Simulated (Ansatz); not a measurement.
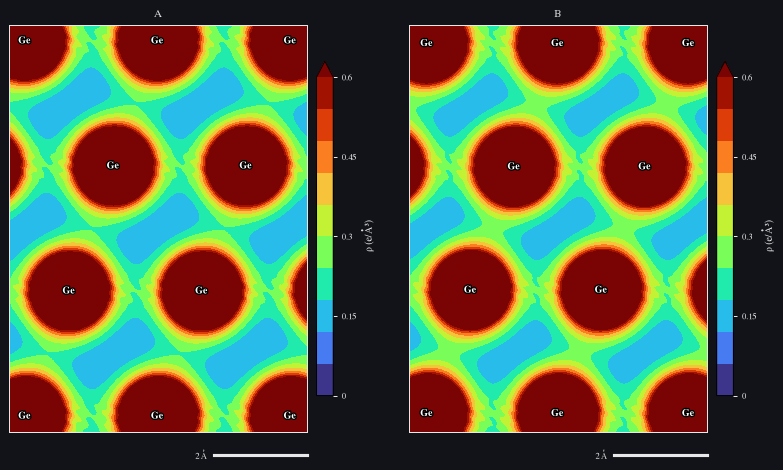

Ge. The valence electron density of two cells that differ in size, on the (11̄0) plane of each (indices in the axes of the calculation cell), at one length scale and on one colour scale; one has 17.3 and the other 18.0 Å³ an atom.

Level of theory: DFT, r2SCAN, plane waves (500 eV) with PAW, scalar-relativistic in Ansatz.

The larger cell:

```cif
data_structure
_symmetry_space_group_name_H-M 'P 1'
_symmetry_Int_Tables_number 1
_cell_length_a 2.8600
_cell_length_b 2.8600
_cell_length_c 2.8600
_cell_angle_alpha 109.471
_cell_angle_beta 109.471
_cell_angle_gamma 109.471
_cell_volume 18.01
loop_
_atom_site_label
_atom_site_type_symbol
_atom_site_fract_x
_atom_site_fract_y
_atom_site_fract_z
_atom_site_occupancy
Ge1 Ge 0.00000 0.00000 0.00000 1
```

The smaller cell: a = 2.820 Å, b = 2.820 Å, c = 2.820 Å, α = 109.47°, β = 109.47°, γ = 109.47°.

Question: Which is the denser cell? Describe the effect of the change.

Answer: Panel B is the smaller cell, by 4 % in volume. From the larger cell to the smaller, Ge–Ge goes from 2.86 to 2.82 Å, and the density at its midpoint from 0.24 to 0.26 e/Å³; the pressure goes from 2.5 to 6 GPa.
